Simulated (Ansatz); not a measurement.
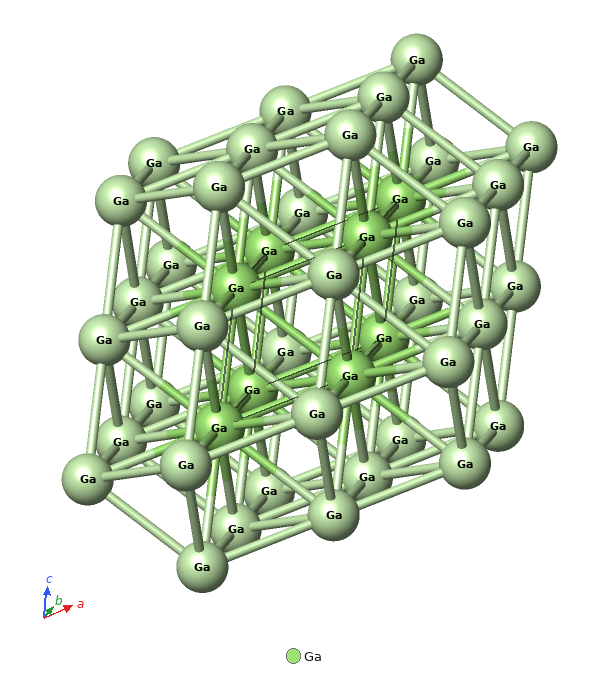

The image is a ball-and-stick drawing of a crystal, viewed slightly off an axis. The parallelepiped is the simulation cell. Neighbours across the faces are drawn wherever a bond reaches them, in fainter colours.

Input deck:
```yaml
crystal:
  lattice:
    - [0.0, 2.1035687955, 2.1035687955]
    - [2.1035687955, 0.0, 2.1035687955]
    - [2.1035687955, 2.1035687955, 0.0]
  atoms:
    - { symbol: Ga, position: [0.0, 0.0, 0.0] }
basis:
  ecutwfc: 600
  ecutrho_ratio: 5
kpoints:
  mp_grid: { grid: [8, 8, 8] }
hamiltonian:
  xc: hse06
scf:
  occupations: { method: gaussian, width: 0.05 }
output:
  forces: true
  stress: true
  eigenvalues: true
```

Calculation details: DFT HSE06, scalar-relativistic, plane waves, PAW (Ansatz 0.2.0); a cutoff energy of 600 eV, an 8×8×8 grid in reciprocal space, Gaussian smearing of 0.05 eV, no spin polarisation.

**Does it come out as a metal, or with a gap?**

A metal: bands cross the Fermi level.

**How far is the cell from zero pressure?**

The computed pressure is 0.0 GPa, close to zero.

It goes back to a structure type filled with this element by a generator (whether the element takes this form wasn't checked). The cell was then strained or its atoms displaced on purpose. A calculation with Ansatz used it as input.
